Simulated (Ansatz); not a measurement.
# Residual resistivity of an alloy: Pt(111) with 4 layers of random Pt-Au, 2x2

Aim: the residual resistivity of a random alloy, from Pt(111) with 4 layers of random Pt-Au, 2x2 and longer regions.

Method: Ansatz plane-wave DFT, PBE, PAW files; ballistic transport by layer matching (Landauer), zero bias; PAW set soft_1, in Ansatz 0.2.0.

### 1. Starting point

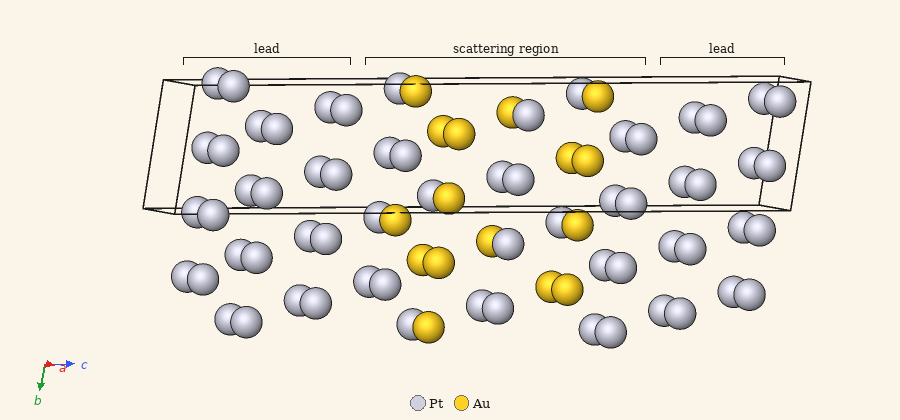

Start, viewed from the side, with the c axis across the page; platinum light grey, gold yellow. 1×2×1 cells are drawn.

The cell holds 40 atoms: 32 Pt and 8 Au. Cell: a = 5.546 Å, b = 5.546 Å, c = 22.699 Å, α = 93.5°, β = 86.5°, γ = 120.0°. It derives from Pt. Regions: lead, 24 atoms (24 Pt); scattering region, 16 atoms (8 Au and 8 Pt). The structure is stacked along c, and the current runs across the ab planes.

### 2. With 4 alloy layers

In 4 layers a share of 0.5 of the sites is given to Au at random. The layers about the cell's end stay perfect and serve as the lead. Disorder leaves little or no symmetry, which makes such runs dear. Energies from -0.05 to 0.05 eV in steps of 0.05 eV are too few for the program's thermal sum, so it prints no conductance; for a metal the transmission near the Fermi level serves, at a fraction of the cost.

The input, input.yaml:

```yaml
crystal:
  lattice:
    - [5.5462627489, 0.0, 0.0]
    - [-2.7731313745, 4.8032044366, 0.0]
    - [1.3865656872, -0.8005340728, 22.6425228571]
  atoms:
    - { symbol: Pt, position: [0.9916666667, 0.0083333333, 0.05] }
    - { symbol: Pt, position: [0.9916666667, 0.5083333333, 0.05] }
    - { symbol: Pt, position: [0.4916666667, 0.0083333333, 0.05] }
    - { symbol: Pt, position: [0.4916666667, 0.5083333333, 0.05] }
    - { symbol: Pt, position: [0.1416666667, 0.3583333333, 0.15] }
    - { symbol: Pt, position: [0.1416666667, 0.8583333333, 0.15] }
    - { symbol: Pt, position: [0.6416666667, 0.3583333333, 0.15] }
    - { symbol: Pt, position: [0.6416666667, 0.8583333333, 0.15] }
    - { symbol: Pt, position: [0.2916666667, 0.2083333333, 0.25] }
    - { symbol: Pt, position: [0.2916666667, 0.7083333333, 0.25] }
    - { symbol: Pt, position: [0.7916666667, 0.2083333333, 0.25] }
    - { symbol: Pt, position: [0.7916666667, 0.7083333333, 0.25] }
    - { symbol: Au, position: [0.9416666667, 0.0583333333, 0.35] }
    - { symbol: Pt, position: [0.9416666667, 0.5583333333, 0.35] }
    - { symbol: Pt, position: [0.4416666667, 0.0583333333, 0.35] }
    - { symbol: Pt, position: [0.4416666667, 0.5583333333, 0.35] }
    - { symbol: Au, position: [0.0916666667, 0.4083333333, 0.45] }
    - { symbol: Pt, position: [0.0916666667, 0.9083333333, 0.45] }
    - { symbol: Au, position: [0.5916666667, 0.4083333333, 0.45] }
    - { symbol: Au, position: [0.5916666667, 0.9083333333, 0.45] }
    - { symbol: Au, position: [0.2416666667, 0.2583333333, 0.55] }
    - { symbol: Pt, position: [0.2416666667, 0.7583333333, 0.55] }
    - { symbol: Pt, position: [0.7416666667, 0.2583333333, 0.55] }
    - { symbol: Pt, position: [0.7416666667, 0.7583333333, 0.55] }
    - { symbol: Au, position: [0.8916666667, 0.1083333333, 0.65] }
    - { symbol: Au, position: [0.8916666667, 0.6083333333, 0.65] }
    - { symbol: Pt, position: [0.3916666667, 0.1083333333, 0.65] }
    - { symbol: Au, position: [0.3916666667, 0.6083333333, 0.65] }
    - { symbol: Pt, position: [0.0416666667, 0.4583333333, 0.75] }
    - { symbol: Pt, position: [0.0416666667, 0.9583333333, 0.75] }
    - { symbol: Pt, position: [0.5416666667, 0.4583333333, 0.75] }
    - { symbol: Pt, position: [0.5416666667, 0.9583333333, 0.75] }
    - { symbol: Pt, position: [0.1916666667, 0.3083333333, 0.85] }
    - { symbol: Pt, position: [0.1916666667, 0.8083333333, 0.85] }
    - { symbol: Pt, position: [0.6916666667, 0.3083333333, 0.85] }
    - { symbol: Pt, position: [0.6916666667, 0.8083333333, 0.85] }
    - { symbol: Pt, position: [0.8416666667, 0.1583333333, 0.95] }
    - { symbol: Pt, position: [0.8416666667, 0.6583333333, 0.95] }
    - { symbol: Pt, position: [0.3416666667, 0.1583333333, 0.95] }
    - { symbol: Pt, position: [0.3416666667, 0.6583333333, 0.95] }
kpoints:
  mp_grid: { grid: [5, 5, 1] }
hamiltonian:
  xc: pbe
  pseudopotentials: { kind: paw, azcp: { folder: soft_1 } }
scf:
  occupations: { method: fermi_dirac, width: 0.1 }
output:
  transmission:
    leads: [[0, 4]]
    kmesh: [10, 10]
    e_range: [-0.05, 0.05]
    de: 0.05
  write_potential: true
  write_density: true
  volumetric_format: npy
```

Launch:

```bash
$ ansatz run input.yaml --threads 8 --pin off --max-ram 15360MiB --backend cpu --events-out ev --progress --plain --runs-dir out
```

Numbers of over 12 decimals in the logs are rounded to 6 here.

Output:

```text
Engine: ansatz 0.2.0, x86_64-unknown-linux-gnu
Pseudopotentials: kind: paw
Pseudopotential: Pt, paw, valence charge 18, recommended cutoff 420 eV (normal), soft_1/Pt.paw.azcp
Pseudopotential: Au, paw, valence charge 19, recommended cutoff 420 eV (normal), soft_1/Au.paw.azcp
Functional definition: PBE
  parameter kappa = 0.804
  parameter beta = 0.066725
  exchange = pbe_x(kappa = kappa, mu = beta*pi^2/3)
  correlation = pbe_c(beta = beta)
Crystal: 40 atoms, lattice volume = 603.193 Å³
Basis set: ecut = 420 eV, 11827 PW (Γ)
Bands: 437, of which v1, the nominal top of the filled ones, is band 364 counted from 1 (363 counted from 0)
Symmetry: 1 space group operations
Space group: P1 (ITA 1), of the structure as read, at distance tolerance 8.4e-5 Å
k-points: 13 of 25 (time reversal used)
Non-local potential: Pt, projectors of the file, l = 0: 3, l = 1: 2, l = 2: 2, l = 3: 1
Non-local potential: Au, projectors of the file, l = 0: 3, l = 1: 2, l = 2: 2, l = 3: 1
PAW form: soft (Blöchl's): semilocal exchange-correlation on the pseudo side does not see the compensation charge
PAW one-centre angular grid: Pt, 590 points (default); XC on 64 Gauss nodes
PAW one-centre angular grid: Au, 590 points (default); XC on 64 Gauss nodes
Initial density: superposition of atomic densities (chi_scale 0.1, normalization cell, long waves of neutral atoms (reshape's long-wave potential 7.59 eV rms, cloud 2.72 Å wide))
Initial wavefunctions: pseudopotential atomic-orbital guess
Functional: x = pbe(κ = 0.804, μ = 0.219515), c = pbe(β = 0.066725)
SCF iter   1: F=—  HF=-506026.650425 eV  |F-HF|=—  |Δ(HF+E_count)|=         —  Δρ=1.43e-1  dr2=1.10e3  ethr=3.10e-3  ⟨swp⟩=4.5  Hψ=16872  notcnv=0  defer=225
preconditioner: auto → Kerker (q_TF=auto, 2.815 Å⁻¹)  [metal: Δε(μ)=0.007 eV  Ē_g=9.095 eV  σ=0.100 eV  W_gap=0.02  n_scr=250 (ndim 8)  ℏωp=30.5 eV  f_vac=0.000  D(μ)=48.88/eV (n_scr^D=580)]
SCF iter   2: F=—  HF=-506007.140761 eV  |F-HF|=—  |Δ(HF+E_count)|=    1.95e1  Δρ=7.21e-2  dr2=3.31e2  ethr=3.10e-3  ⟨swp⟩=2.0  Hψ=8791  notcnv=0  defer=545
SCF iter   3: F=—  HF=-505998.953285 eV  |F-HF|=—  |Δ(HF+E_count)|=    8.19e0  Δρ=2.02e-2  dr2=6.19e1  ethr=3.10e-3  ⟨swp⟩=2.6  Hψ=8313  notcnv=0  defer=545
SCF iter   4: F=—  HF=-505998.044680 eV  |F-HF|=—  |Δ(HF+E_count)|=   9.09e-1  Δρ=1.12e-2  dr2=2.66e1  ethr=3.10e-3  ⟨swp⟩=1.0  Hψ=6539  notcnv=0  defer=545
SCF iter   5: F=—  HF=-505997.682427 eV  |F-HF|=—  |Δ(HF+E_count)|=   3.62e-1  Δρ=7.49e-3  dr2=1.01e1  ethr=3.10e-3  ⟨swp⟩=1.0  Hψ=5112  notcnv=0  defer=545
SCF iter   6: F=—  HF=-505997.551086 eV  |F-HF|=—  |Δ(HF+E_count)|=   1.31e-1  Δρ=3.89e-3  dr2=2.60e0  ethr=1.39e-3  ⟨swp⟩=1.0  Hψ=5112  notcnv=0  defer=553
SCF iter   7: F=—  HF=-505997.513012 eV  |F-HF|=—  |Δ(HF+E_count)|=   3.81e-2  Δρ=7.67e-4  dr2=7.59e-2  ethr=3.57e-4  ⟨swp⟩=1.2  Hψ=5662  notcnv=0  defer=565
SCF iter   8: F=—  HF=-505997.512209 eV  |F-HF|=—  |Δ(HF+E_count)|=   8.03e-4  Δρ=2.07e-4  dr2=1.50e-3  ethr=1.04e-5  ⟨swp⟩=1.0  Hψ=5995  notcnv=0  defer=567
SCF iter   9: F=—  HF=-505997.512114 eV  |F-HF|=—  |Δ(HF+E_count)|=   9.58e-5  Δρ=5.81e-5  dr2=4.71e-4  ethr=2.06e-7  ⟨swp⟩=1.2  Hψ=5152  notcnv=0  defer=567
SCF iter  10: F=—  HF=-505997.512113 eV  |F-HF|=—  |Δ(HF+E_count)|=   4.49e-7  Δρ=1.73e-5  dr2=2.07e-5  ethr=6.47e-8  ⟨swp⟩=1.0  Hψ=5110  notcnv=0  defer=567
SCF iter  11: F=—  HF=-505997.510991 eV  |F-HF|=—  |Δ(HF+E_count)|=   1.12e-3  Δρ=4.13e-6  dr2=9.12e-7  ethr=2.85e-9  ⟨swp⟩=1.0  Hψ=5150  notcnv=0  defer=567
SCF iter  12: F=—  HF=-505997.510991 eV  |F-HF|=—  |Δ(HF+E_count)|=   6.58e-9  Δρ=1.41e-6  dr2=1.93e-7  ethr=1.25e-10  ⟨swp⟩=1.1  Hψ=5199  notcnv=0  defer=567
SCF iter  13: F=-505997.510991 eV  HF=-505997.510991 eV  |F-HF|=2.18e-8  |Δ(HF+E_count)|=   2.04e-9  Δρ=4.33e-7  dr2=2.25e-8  ethr=1.37e-11  ⟨swp⟩=9.7  Hψ=20486  notcnv=0
SCF 1 converged in 13 iterations: F = -505997.510991 eV  dr2 = 2.25e-8
  greatest PAW one-centre occupation: 1.000 electrons in one spin orbital (limit 2), on the Au atom at site 20 (counted from 0), in its partial waves of l = 0
transmission: 212 of 2080 steps passed
transmission: 420 of 2080 steps passed
[...]
transmission: 2080 of 2080 steps passed
SCF converged after 13 iterations
Free energy (F): -505997.510991 eV
Harris-Foulkes:  -505997.510991 eV  (|F-HF|=2.18e-8)
Internal energy: -505995.695205 eV  (E = F + TS)
E sigma→0 (E₀):  -505996.603098 eV
Entropy (-TS):   -1.815786 eV (-45.395 meV/atom)
Fermi energy:    23.444186 eV
--- Per-component energies (eV) ---
  E_band       = -5304.192967
  E_kinetic    = 23777.011400
  E_local      = -58075.528246  (includes V_loc(G=0)·N_el)
  E_nonlocal   = 7309.304656
  E_hartree    = 22910.030062
  E_xc         = -9180.324672
  E_vxc        = -10808.526333  (∫ρ·V_xc dr)
  E_paw        = -381336.749629  (= ΣΔE_a)
  E_vpaw       = -13326.560506  (= ΣTr[D̂ρ^β])
  E_aug_tail   = 0.048894  (compensation charges beyond the density's cutoff)
  E_ewald      = -111399.487669
  E_smearing   = -1.815786  (= −TS)
  E_closure    = -0.000000  (closes the sum)
  Σ components = -505997.510991   (vs F -505997.510991, Δ=0.00e0)
--- Band table (eV; the first three rows and the last of 13) ---
  k-point 0: bands = [... 360 lower, 23.6593, 23.6682, 23.7275, 23.7429, 23.7493, 23.7782, 23.8278, 23.8496, ... 69 higher]
  k-point 1: bands = [... 360 lower, 23.3739, 23.4028, 23.4284, 23.4513, 23.5054, 23.5645, 23.6024, 23.6524, ... 69 higher]
  k-point 2: bands = [... 360 lower, 23.3242, 23.3718, 23.4342, 23.4552, 23.4894, 23.5099, 23.5659, 23.5715, ... 69 higher]
  k-point 12: bands = [... 360 lower, 23.3079, 23.3207, 23.3713, 23.4155, 23.4399, 23.4536, 23.4757, 23.5181, ... 69 higher]
--- Transmission ---
  basis      : 241 plane waves across, 40 finite elements along
  points     : 52, standing for a mesh of 10 x 10
  energies   : 3 from -0.050000 to 0.050000 eV about the Fermi level, 0.050000 eV apart; the leads are filled to 0.000000 eV, and channels, transmission and decay are at 0.000000 eV
  crystal 0  : Pt4, at the sites [0, 4], period 2.2643 Å, over 13.59 Å; its Hamiltonian steps by up to 20.7 meV
    offset         : up to 0.0000 Å between an atom of the period and one for which it stands
    channels       : 6.890000e0 a spin
    conductance    : none, the energies end too early or step too widely for 300 K: set another output.transmission.e_range or a lower de, or, where they end at an eighth of basis.ecutwfc, a higher one
  junction   : crystal 0 to crystal 0, 0.70 to 21.08 Å
    transmission   : 2.730270e0 a spin
    conductance    : none, the energies end too early or step too widely for 300 K: set another output.transmission.e_range or a lower de, or, where they end at an eighth of basis.ecutwfc, a higher one
```

Run time: 2.3 min. Hardware: 8 threads of Intel Xeon 6975P-C (Granite Rapids), shared host; peak memory 9.3 GiB.

Numbers from this step:

| Property | Result |
| --- | --- |
| free energy | -505997.5110 eV |
| energy at zero smearing | -505996.6031 eV |
| Fermi energy | 23.44 eV |
| cell area | 26.64 Å² |
| transmission per spin nearest the Fermi level | 2.730 |
| open channels per spin nearest the Fermi level | 6.89 |
| step of the lead's potential | 20.7 meV |

Per spin. The transmission, zone mean by energy, zero at the Fermi level:

| energy (eV) | transmission, zone mean |
| --- | --- |
| -0.0500 | 2.75 |
| 0.0000 | 2.73 |
| 0.0500 | 2.63 |

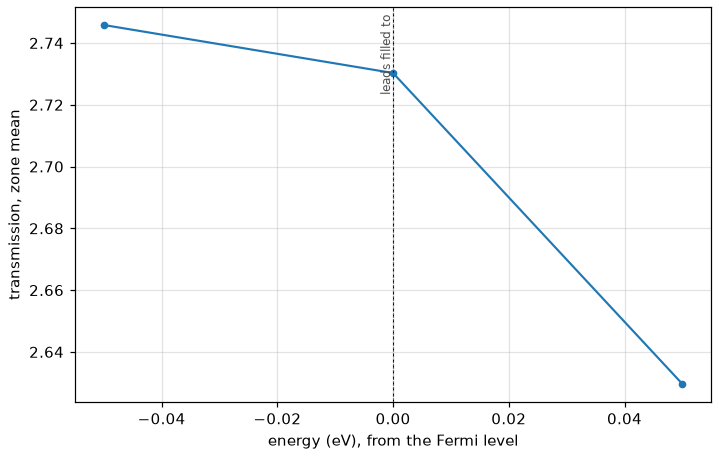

Transmission, zone mean, plotted against energy.

Per spin. The open channels, zone mean, lead by energy, zero at the Fermi level:

| energy (eV) | open channels, zone mean, lead |
| --- | --- |
| -0.0500 | 7.1 |
| 0.0000 | 6.89 |
| 0.0500 | 6.21 |

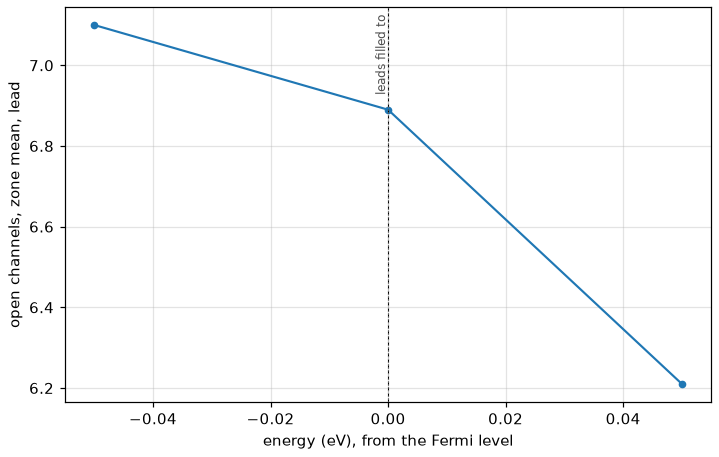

Open channels, zone mean, lead, plotted against energy.

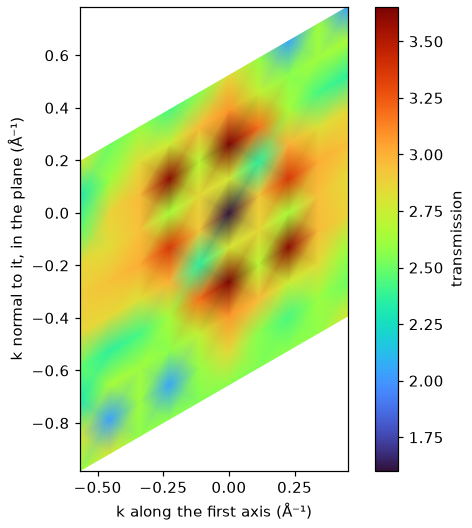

Transmission over k1 and k2. At 0.0000 eV from the Fermi level.

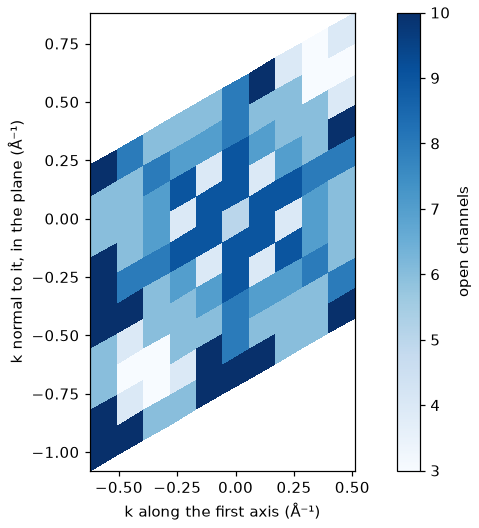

Open channels over k1 and k2. At 0.0000 eV from the Fermi level.

Over the solved energies the transmission per spin lies between 2.63 and 2.75, out of 6.73 channels of the lead on average (up to 7.1).

(Part 1 of 2 ends here.)

[Logs are printed without paths, hosts, clocks, repeated set-up lines and the standing remarks that a program may print on its own settings, such as how far it seeks lower states.]

[Hosts, paths, dates, database ids (printed as entryN), source tags and the programs' standing remarks are cut or masked in the printed files.]
